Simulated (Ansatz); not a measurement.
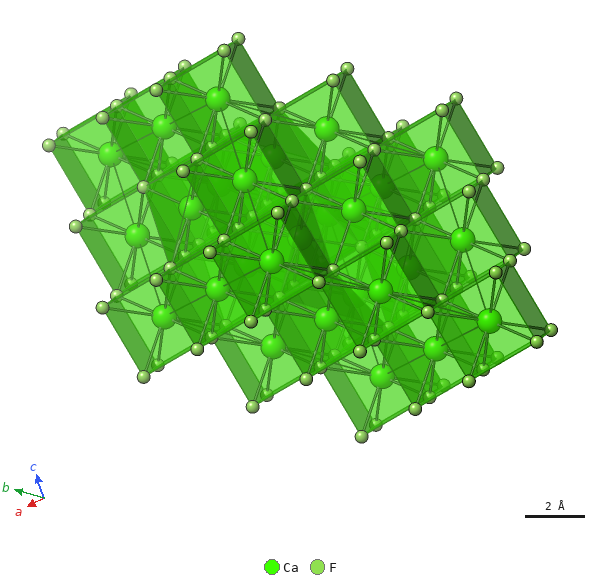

Figure 1. The input geometry (polyhedral view of the cell of the calculation, seen at an oblique angle; polyhedra are completed across the faces of the cell).

# Run report: Ca$_{8}$F$_{15}$ (charge +1), field-gradient calculation (part 1 of 2)

The run: field-gradient calculation of Ca$_{8}$F$_{15}$ (defect cell, 23 atoms in the cell, total charge +1). Method and program: DFT, PBE, plane-wave PAW, default files, scalar-relativistic, no spin polarisation (Ansatz 0.2.0).

The structure derives from a Materials Project entry. It belongs to a series of runs on one base structure; here: F vacancy, charge +1, host positions. Figures and captions count atoms from 1; the log counts them from 0 in places.

## Input
```yaml
crystal:
  lattice:
    - [0.0, 5.5160519364, 5.5160519364]
    - [5.5160519364, 0.0, 5.5160519364]
    - [5.5160519364, 5.5160519364, 0.0]
  atoms:
    - { symbol: Ca, position: [0.0, 0.0, 0.0] }
    - { symbol: Ca, position: [0.0, 0.0, 0.5] }
    - { symbol: Ca, position: [0.0, 0.5, 0.0] }
    - { symbol: Ca, position: [0.0, 0.5, 0.5] }
    - { symbol: Ca, position: [0.5, 0.0, 0.0] }
    - { symbol: Ca, position: [0.5, 0.0, 0.5] }
    - { symbol: Ca, position: [0.5, 0.5, 0.0] }
    - { symbol: Ca, position: [0.5, 0.5, 0.5] }
    - { symbol: F, position: [0.375, 0.375, 0.875] }
    - { symbol: F, position: [0.375, 0.875, 0.375] }
    - { symbol: F, position: [0.375, 0.875, 0.875] }
    - { symbol: F, position: [0.875, 0.375, 0.375] }
    - { symbol: F, position: [0.875, 0.375, 0.875] }
    - { symbol: F, position: [0.875, 0.875, 0.375] }
    - { symbol: F, position: [0.875, 0.875, 0.875] }
    - { symbol: F, position: [0.125, 0.125, 0.125] }
    - { symbol: F, position: [0.125, 0.125, 0.625] }
    - { symbol: F, position: [0.125, 0.625, 0.125] }
    - { symbol: F, position: [0.125, 0.625, 0.625] }
    - { symbol: F, position: [0.625, 0.125, 0.125] }
    - { symbol: F, position: [0.625, 0.125, 0.625] }
    - { symbol: F, position: [0.625, 0.625, 0.125] }
    - { symbol: F, position: [0.625, 0.625, 0.625] }
total_charge: 1
kpoints:
  mp_grid: { grid: [3, 3, 3] }
scf:
  occupations: { method: fermi_dirac, width: 0.01 }
hamiltonian:
  xc: pbe
  pseudopotentials: { kind: paw }
output:
  forces: true
  stress: true
  populations: true
  efg: { quadrupole_moments_barn: { Ca: -0.0408 }, contact_densities: true }
  write_density: true
  write_potential: true
  elf: true
  volumetric_format: npy
```

Command:
```bash
ansatz run input.yaml --threads 1 --pin off --max-ram 2560MiB --backend cpu --events-out ev --progress --plain --runs-dir out
```

## Log
```
Engine: ansatz 0.2.0, x86_64-unknown-linux-gnu
Pseudopotentials: kind: paw
Pseudopotential: Ca, paw, valence charge 10, recommended cutoff 420 eV (normal), Ca.paw.azcp
Pseudopotential: F, paw, valence charge 7, recommended cutoff 420 eV (normal), F.paw.azcp
Functional definition: PBE
  parameter kappa = 0.804
  parameter beta = 0.06672455060314922
  exchange = pbe_x(kappa = kappa, mu = beta*pi^2/3)
  correlation = pbe_c(beta = beta)
Crystal: 23 atoms, lattice volume = 335.672 Å³
Basis set: ecut = 420 eV, 6567 PW (Γ), exchange–correlation on 108×108×108 points (8 copies of the dense FFT grid, shifted against one another)
Bands: 115, of which v1, the nominal top of the filled ones, is band 92 counted from 1 (91 counted from 0)
Symmetry: 24 space group operations
Space group: F-43m (ITA 216), of the structure as read, at distance tolerance 6.9e-5 Å
k-points: 4 of 27 (time reversal used)
Non-local potential: Ca, projectors of the file, l = 0: 3, l = 1: 2, l = 2: 2
Non-local potential: F, projectors of the file, l = 0: 2, l = 1: 2, l = 2: 1
PAW form: soft (Blöchl's): semilocal exchange-correlation on the pseudo side does not see the compensation charge
PAW one-centre angular grid: Ca, 110 points (default); XC on 64 Gauss nodes
PAW one-centre angular grid: F, 110 points (default); XC on 64 Gauss nodes
Initial density: superposition of atomic densities (neutral atoms scaled as one to the charged cell's electrons: chi_scale 0, normalization atom), corrected by the library's trained network
Initial wavefunctions: pseudopotential atomic-orbital guess
Functional: x = pbe(κ = 0.804, μ = 0.2195149727645171), c = pbe(β = 0.06672455060314922)
SCF iter   1: F=—  HF=-26714.599681 eV  |F-HF|=—  |Δ(HF+E_count)|=         —  Δρ=1.81e-2  dr2=1.31e0  ethr=1.77e-3  ⟨swp⟩=9.0  Hψ=2240  notcnv=0  defer=25
preconditioner: auto → Resta (q_TF=auto, 2.468 Å⁻¹)  ε∞=3.1  [insulator: Δε(μ)=5.530 eV  Ē_g=17.985 eV  σ=0.010 eV  W_gap=1.00  n_scr=64 (ndim 8)  ℏωp=26.3 eV  f_vac=0.109  D(μ)=0.00/eV (n_scr^D=0)  ε∞_Penn≈3.1]
SCF iter   2: F=—  HF=-26714.276753 eV  |F-HF|=—  |Δ(HF+E_count)|=   3.23e-1  Δρ=6.08e-3  dr2=2.92e-1  ethr=7.14e-4  ⟨swp⟩=2.0  Hψ=729  notcnv=0  defer=75
SCF iter   3: F=—  HF=-26714.228715 eV  |F-HF|=—  |Δ(HF+E_count)|=   4.80e-2  Δρ=3.04e-3  dr2=1.16e-1  ethr=1.59e-4  ⟨swp⟩=3.0  Hψ=615  notcnv=0  defer=75
SCF iter   4: F=—  HF=-26714.227060 eV  |F-HF|=—  |Δ(HF+E_count)|=   1.66e-3  Δρ=7.81e-4  dr2=3.84e-3  ethr=6.28e-5  ⟨swp⟩=3.0  Hψ=695  notcnv=0  defer=75
SCF iter   5: F=—  HF=-26714.232140 eV  |F-HF|=—  |Δ(HF+E_count)|=   5.08e-3  Δρ=5.09e-4  dr2=5.95e-4  ethr=2.09e-6  ⟨swp⟩=3.0  Hψ=732  notcnv=0  defer=75
SCF iter   6: F=—  HF=-26714.232517 eV  |F-HF|=—  |Δ(HF+E_count)|=   3.77e-4  Δρ=3.10e-4  dr2=1.89e-4  ethr=3.23e-7  ⟨swp⟩=2.2  Hψ=739  notcnv=0  defer=75
SCF iter   7: F=—  HF=-26714.232590 eV  |F-HF|=—  |Δ(HF+E_count)|=   7.28e-5  Δρ=8.70e-5  dr2=1.67e-5  ethr=1.03e-7  ⟨swp⟩=2.0  Hψ=696  notcnv=0  defer=75
SCF iter   8: F=—  HF=-26714.230021 eV  |F-HF|=—  |Δ(HF+E_count)|=   2.57e-3  Δρ=2.46e-5  dr2=1.37e-6  ethr=9.09e-9  ⟨swp⟩=2.0  Hψ=836  notcnv=0  defer=75
SCF iter   9: F=—  HF=-26714.230024 eV  |F-HF|=—  |Δ(HF+E_count)|=   2.81e-6  Δρ=1.30e-5  dr2=3.34e-7  ethr=7.46e-10  ⟨swp⟩=2.0  Hψ=705  notcnv=0  defer=75
SCF iter  10: F=-26714.230024 eV  HF=-26714.230024 eV  |F-HF|=1.73e-8  |Δ(HF+E_count)|=   2.52e-8  Δρ=3.45e-6  dr2=3.04e-8  ethr=5.43e-11  ⟨swp⟩=18.5  Hψ=3886  notcnv=0
SCF 1 converged in 10 iterations: F = -26714.230024 eV  dr2 = 3.04e-8
  greatest PAW one-centre occupation: 0.995 electrons in one spin orbital (limit 2), on the Ca atom at site 0 (counted from 0), in its partial waves of l = 0
```

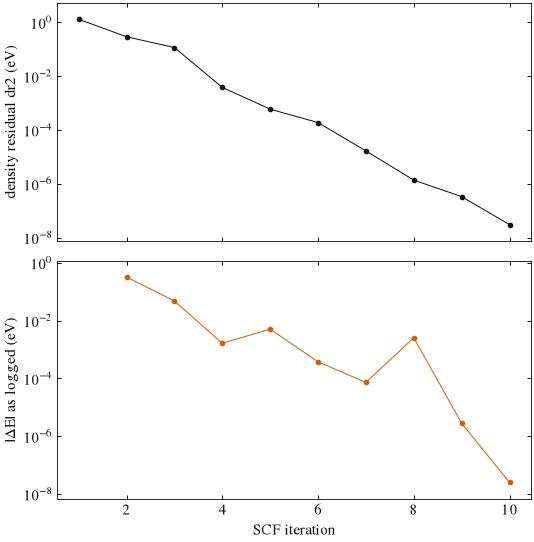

Figure 2. Convergence of the self-consistent field: density residual dr2 and size of the energy change against the SCF iteration. The residual falls at every step.

```
SCF converged after 10 iterations
Free energy (F): -26714.230024 eV
Harris-Foulkes:  -26714.230024 eV  (|F-HF|=1.73e-8)
Internal energy: -26714.230024 eV  (E = F + TS)
E sigma→0 (E₀):  -26714.230024 eV
Fermi energy:    5.506876 eV
--- Per-component energies (eV) ---
  E_band       = -1547.014233
  E_kinetic    = 5321.960129
  E_local      = -14449.116033  (includes V_loc(G=0)·N_el)
  E_nonlocal   = 1604.026114
  E_hartree    = 5196.455741
  E_xc         = -2301.512967
  E_vxc        = -2911.854648  (∫ρ·V_xc dr)
  E_paw        = -9872.782503  (= ΣΔE_a)
  E_vpaw       = -1504.970839  (= ΣTr[D̂ρ^β])
  E_aug_tail   = 0.030567  (compensation charges beyond the density's cutoff)
  E_ewald      = -12213.291072
  E_smearing   = -0.000000  (= −TS)
  E_closure    = -0.000000  (closes the sum)
  E_deformation_potential = 14.364027  (in the stress; not in F)
  Σ components = -26714.230024   (vs F -26714.230024, Δ=0.00e0)
--- Forces (eV/Å), atoms counted from 1 ---
  atom   1  Ca     0.06915766     0.06915766     0.06915766
  atom   2  Ca    -0.06915766    -0.06915766     0.06915766
  atom   3  Ca    -0.06915766     0.06915766    -0.06915766
  atom   4  Ca     0.95222505    -0.95222505    -0.95222505
  atom   5  Ca     0.06915766    -0.06915766    -0.06915766
  atom   6  Ca    -0.95222505     0.95222505    -0.95222505
  atom   7  Ca    -0.95222505    -0.95222505     0.95222505
  atom   8  Ca     0.95222505     0.95222505     0.95222505
  atom   9  F      0.00000000    -0.00000000     0.13150512
  atom  10  F      0.00000000     0.13150512     0.00000000
  atom  11  F     -0.13150512    -0.00000000    -0.00000000
  atom  12  F      0.13150512    -0.00000000    -0.00000000
  atom  13  F      0.00000000    -0.13150512     0.00000000
  atom  14  F      0.00000000    -0.00000000    -0.13150512
  atom  15  F      0.00000000    -0.00000000     0.00000000
  atom  16  F     -0.00000000     0.00000000     0.00000000
  atom  17  F      0.00000000     0.00000000     1.00305277
  atom  18  F      0.00000000     1.00305277     0.00000000
  atom  19  F     -1.00305277    -0.00000000    -0.00000000
  atom  20  F      1.00305277     0.00000000    -0.00000000
  atom  21  F      0.00000000    -1.00305277    -0.00000000
  atom  22  F      0.00000000    -0.00000000    -1.00305277
  atom  23  F     -0.00000000     0.00000000     0.00000000
  max |Σ_I F_I| component: 6.66e-16 eV/Å
--- Stress (GPa, compression-positive) ---
        1.185096      -0.000000      -0.000000
        0.000000       1.185096       0.000000
        0.000000       0.000000       1.185096
  P = ⅓ Tr σ = 1.1851 GPa (11.851 kbar)
--- PAW observables at the nuclei: V_zz in 10²¹ V/m², potentials from the cell's mean, atoms counted from 1 ---
  atom   1  Ca V_zz =    -0.313962   η = 0.0000   by run symmetry: allowed   C_q = +0.3097 MHz
            electrostatic potential = -2213.744553 V   contact ρ = 41252.112774 e/Å³
  atom   2  Ca V_zz =    -0.313962   η = 0.0000   by run symmetry: allowed   C_q = +0.3097 MHz
            electrostatic potential = -2213.744553 V   contact ρ = 41252.112774 e/Å³
  atom   3  Ca V_zz =    -0.313962   η = 0.0000   by run symmetry: allowed   C_q = +0.3097 MHz
            electrostatic potential = -2213.744553 V   contact ρ = 41252.112774 e/Å³
  atom   4  Ca V_zz =    +4.120436   η = 0.0000   by run symmetry: allowed   C_q = -4.0650 MHz
            electrostatic potential = -2212.877592 V   contact ρ = 41252.258842 e/Å³
  atom   5  Ca V_zz =    -0.313962   η = 0.0000   by run symmetry: allowed   C_q = +0.3097 MHz
            electrostatic potential = -2213.744553 V   contact ρ = 41252.112774 e/Å³
  atom   6  Ca V_zz =    +4.120436   η = 0.0000   by run symmetry: allowed   C_q = -4.0650 MHz
            electrostatic potential = -2212.877592 V   contact ρ = 41252.258842 e/Å³
  atom   7  Ca V_zz =    +4.120436   η = 0.0000   by run symmetry: allowed   C_q = -4.0650 MHz
            electrostatic potential = -2212.877592 V   contact ρ = 41252.258842 e/Å³
  atom   8  Ca V_zz =    +4.120436   η = 0.0000   by run symmetry: allowed   C_q = -4.0650 MHz
            electrostatic potential = -2212.877592 V   contact ρ = 41252.258842 e/Å³
  atom   9  F  V_zz =    +0.611182   η = 0.2056   by run symmetry: allowed
            electrostatic potential = -737.575276 V   contact ρ = 3126.617162 e/Å³
  atom  10  F  V_zz =    +0.611182   η = 0.2056   by run symmetry: allowed
            electrostatic potential = -737.575276 V   contact ρ = 3126.617162 e/Å³
  atom  11  F  V_zz =    +0.611182   η = 0.2056   by run symmetry: allowed
            electrostatic potential = -737.575276 V   contact ρ = 3126.617162 e/Å³
  atom  12  F  V_zz =    +0.611182   η = 0.2056   by run symmetry: allowed
            electrostatic potential = -737.575276 V   contact ρ = 3126.617162 e/Å³
  atom  13  F  V_zz =    +0.611182   η = 0.2056   by run symmetry: allowed
            electrostatic potential = -737.575276 V   contact ρ = 3126.617162 e/Å³
  atom  14  F  V_zz =    +0.611182   η = 0.2056   by run symmetry: allowed
            electrostatic potential = -737.575276 V   contact ρ = 3126.617162 e/Å³
  atom  15  F  V_zz =    -0.000000   η = 0.0000   by run symmetry: forbidden
            electrostatic potential = -737.719743 V   contact ρ = 3126.557569 e/Å³
  atom  16  F  V_zz =    -0.000000   η = 0.0000   by run symmetry: forbidden
            electrostatic potential = -737.836328 V   contact ρ = 3126.606437 e/Å³
  atom  17  F  V_zz =    +2.483435   η = 0.0091   by run symmetry: allowed
            electrostatic potential = -737.136645 V   contact ρ = 3126.740259 e/Å³
  atom  18  F  V_zz =    +2.483435   η = 0.0091   by run symmetry: allowed
            electrostatic potential = -737.136645 V   contact ρ = 3126.740259 e/Å³
  atom  19  F  V_zz =    +2.483435   η = 0.0091   by run symmetry: allowed
            electrostatic potential = -737.136645 V   contact ρ = 3126.740259 e/Å³
  atom  20  F  V_zz =    +2.483435   η = 0.0091   by run symmetry: allowed
            electrostatic potential = -737.136645 V   contact ρ = 3126.740259 e/Å³
  atom  21  F  V_zz =    +2.483435   η = 0.0091   by run symmetry: allowed
            electrostatic potential = -737.136645 V   contact ρ = 3126.740259 e/Å³
  atom  22  F  V_zz =    +2.483435   η = 0.0091   by run symmetry: allowed
            electrostatic potential = -737.136645 V   contact ρ = 3126.740259 e/Å³
  atom  23  F  V_zz =    -0.000000   η = 0.0000   by run symmetry: forbidden
            electrostatic potential = -737.424166 V   contact ρ = 3126.748129 e/Å³
--- Band table (eV) ---
  k-point 0: bands = ["-33.7017", "-33.6856", "-33.6856", "-33.6856", "-32.8972", "-32.8787", "-32.8787", "-32.8787", "-17.2937", "-17.2937", "-17.1230", "-17.1230", "-17.1230", "-17.0383", "-16.9109", "-16.6808", "-16.5289", "-16.5289", "-16.5289", "-16.4381", "-16.4381", "-16.2023", "-16.0602", "-14.7887", "-14.7887", "-14.7887", "-14.6609", "-14.6609", "-14.6609", "-14.4442", "-14.4442", "-14.4442", "-14.4145", "-14.3989", "-14.3989", "-13.9315", "-13.9315", "-13.9315", "-13.8782", "-13.8782", "-13.8782", "-13.5969", "-13.5969", "-13.5969", "-13.4629", "-13.4629", "-13.2891", "0.4489", "0.4489", "0.4489", "1.0439", "1.0439", "1.0439", "1.2990", "1.3256", "1.3256", "1.3256", "1.3758", "1.3758", "1.4563", "1.4563", "1.4563", "1.4706", "1.4706", "1.4706", "1.5527", "1.5527", "1.5527", "1.8660", "1.8660", "1.8660", "1.9257", "2.1045", "2.1045", "2.1045", "2.1704", "2.1704", "2.1770", "2.1770", "2.1770", "2.5218", "2.5218", "2.5218", "2.6241", "2.6241", "2.6241", "2.7894", "2.7894", "2.7894", "3.0323", "3.0323", "3.0323", "7.9676", "10.5158", "10.5158", "10.5158", "10.7755", "11.6703", "11.6703", "11.9508", "11.9508", "11.9508", "11.9937", "11.9937", "11.9937", "12.1827", "12.1827", "12.3497", "12.3497", "12.3497", "12.4052", "12.4052", "12.4716", "12.4716", "12.4716"]
```
